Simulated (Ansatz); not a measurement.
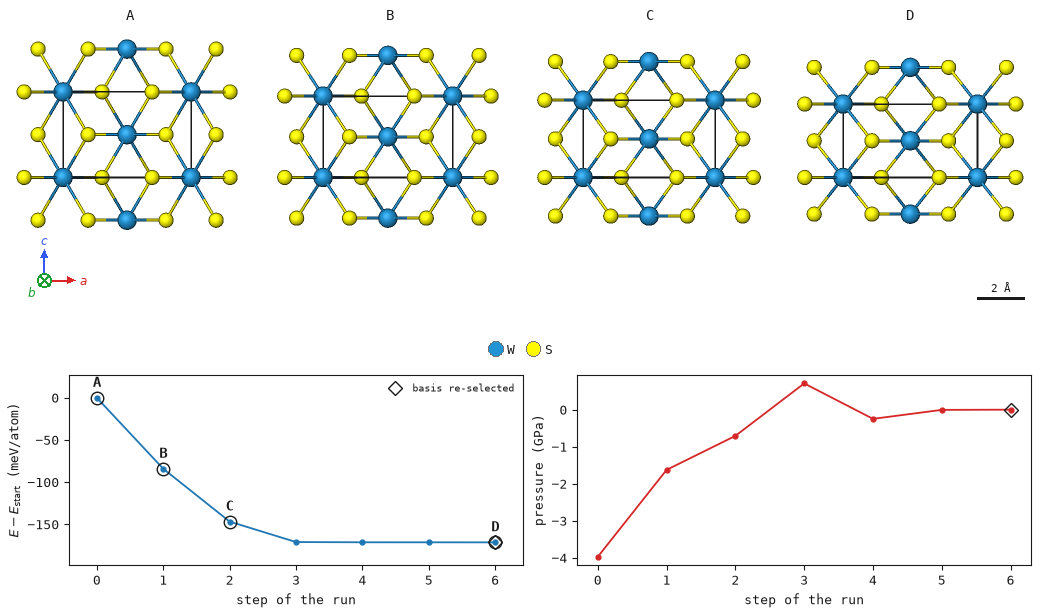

Frames of a relaxation of crystalline WS2 (built on the MgH2-136 type type), marked on the history of the run. Style: ball-and-stick. Shown: the cell of the calculation, along the b axis.

Computed with DFT, PBEsol, plane waves, PAW in Ansatz. Set-up: plane-wave cutoff 420 eV; k-point mesh 4 × 4 × 6; occupations fermi dirac; smearing width 0.03 eV; no spin polarisation; cell and atoms relaxed; force threshold 0.01 eV/Å; at most 120 steps.

> Describe the path.

The largest moves relative to the cell, 0.16 Å, are those of S atoms. W stays in place. The drawn cell changes as follows: a = b 5.545 → 5.823 Å (+5.0 %), c 3.707 → 3.179 Å (−14.2 %); the volume changes by −5.4 %. Some distances before and after: W–W 3.707 → 3.179 Å, S–W 2.387 → 2.349 Å, S–W 2.406 → 2.378 Å. Among the angles between lasting bonds that change: S–W–S 100.8° → 83.9°, W–S–W 100.8° → 83.9°, S–W–S 79.2° → 96.1°. The space group stays P4_2/mnm (No. 136). The energy falls by 171 meV per atom in 5 accepted moves (6 points after the start). The largest force component goes from 0.43 to 0.0008 eV/Å. The pressure goes from −3.97 to 0.01 GPa. The SCF was repeated once at an unchanged geometry on a basis and grid sized afresh for the cell, which shifted the energy by less than 0.05 meV per atom at most. Cost: 14 s on 2 threads of Arm Neoverse V2, on a shared host, peak memory 0.41 GiB. From step 0 to 1: S atoms move most (0.07 Å), volume −2.5 %, energy −84.0 meV per atom. From step 1 to 2: S atoms move most (0.05 Å), volume −1.6 %, energy −62.5 meV per atom. From step 2 to 6: S atoms move most (0.04 Å), volume −1.4 %, energy −24.6 meV per atom.
